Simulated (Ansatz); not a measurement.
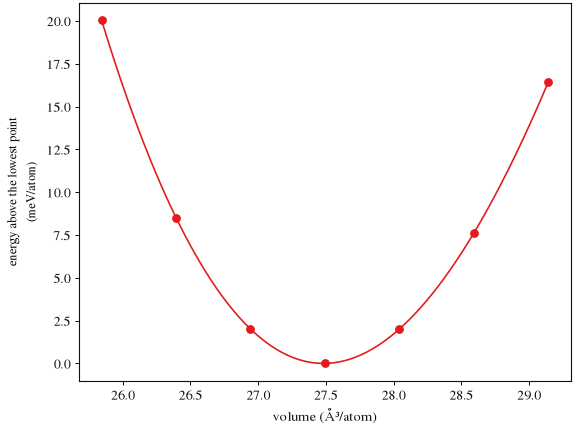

The figure shows the energy above the lowest point against volume for Sb, space group Fm-3m (No. 225) (one of a set of cubic test structures, which need not be the stable phase).

Calculation (Ansatz 0.2.0 development build): equation of state of a cubic crystal from periodic Kohn-Sham density functional theory without spin, third-order Birch-Murnaghan fit to the free energies; pressure corrected for the finite basis. Level: PBE.

| setting | value |
| --- | --- |
| structure type | fcc |
| atoms in cell | 1 |
| space group number | 225 |
| lattice centring | face-centred primitive |
| k mesh | 39×39×39 |
| occupation method | Fermi–Dirac |
| occupation width | 0.06123 eV |
| wave cutoff | 420 eV |
| datasets | soft-1 PAW |
| density tolerance | 1e−07 eV |
| bands | 12 |
| density cutoff ratio | 4 |
| search for lower states | default |

Q: Give the fitted equation-of-state parameters.

A: A third-order Birch–Murnaghan fit gives V0 = 27.48 Å³/atom, B0 = 58.6 GPa and B′ = 4.6.

Keep in mind: cubic model structure, not the ambient form.
